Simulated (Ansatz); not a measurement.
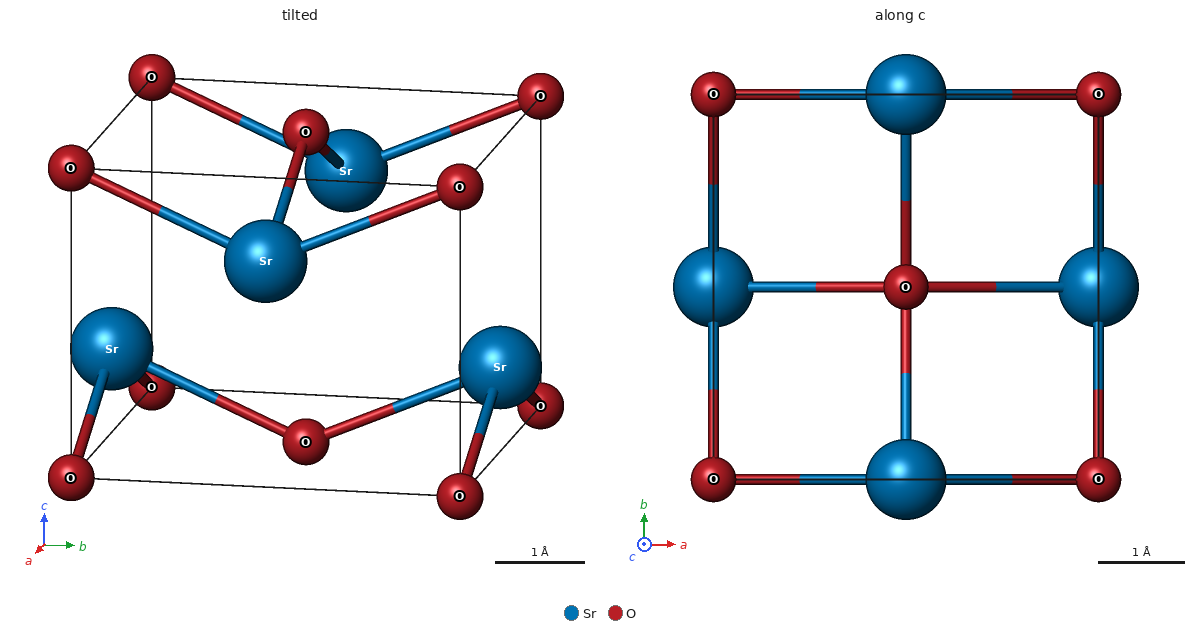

Structure drawing (ball-and-stick), viewed slightly off an axis and along the c axis. The frame is the conventional unit cell; atoms at its boundary are shown with their periodic copies.

SrO, space group P4/nmm (No. 129), a = 4.486 Å, b = 4.486 Å, c = 3.597 Å, α = 90.00°, β = 90.00°, γ = 90.00°. The starting point was a structure type filled with these elements by a generator (whether the compound takes this form wasn't checked). Earlier steps of the study, as a rule a relaxation of our own, may have changed the cell and positions, so they can lie some per cent off the listed ones. It was the input of a calculation with Ansatz.

This one geometry was computed with Ansatz (DFT, plane waves, PAW) at six levels of theory: LDA, PBE, HSE06, PBE with spin-orbit coupling, PBEsol and r2SCAN.

Q: Which level gives the highest pressure at this volume, and what does that say about its equilibrium volume?

A: Highest: PBE (0.0 GPa) and PBE with spin-orbit coupling (0.0 GPa), which points to the largest equilibrium volume. Lowest, with the smallest volume: LDA (-6.3 GPa). Levels within 0.5 GPa of each other can't be told apart.

Q: How does the band gap change with the level of theory?

A: LDA: a gap of 2.33 eV on the k-mesh; PBEsol: a gap of 2.41 eV on the k-mesh; PBE: a gap of 2.52 eV, indirect; PBE with spin-orbit coupling: a gap of 2.53 eV on the k-mesh; r2SCAN: a gap of 3.13 eV on the k-mesh; HSE06: a gap of 3.87 eV on the k-mesh.

Q: Collect the results in a table.

A:
| level | cutoff (eV) | k-mesh of the run's cell | gap (eV) | pressure (GPa) |
| --- | --- | --- | --- | --- |
| LDA | 420 | 8×8×10 | 2.33 | -6.3 |
| PBE | 420 | 8×8×10 | 2.52 | 0.0 |
| HSE06 | 420 | 4×4×6 | 3.87 | -2.0 |
| PBE with spin-orbit coupling | 420 | 8×8×10 | 2.53 | 0.0 |
| PBEsol | 420 | 8×8×10 | 2.41 | -3.4 |
| r2SCAN | 500 | 8×8×10 | 3.13 | -1.8 |

Gaps are taken on the k-mesh or band path of each run.
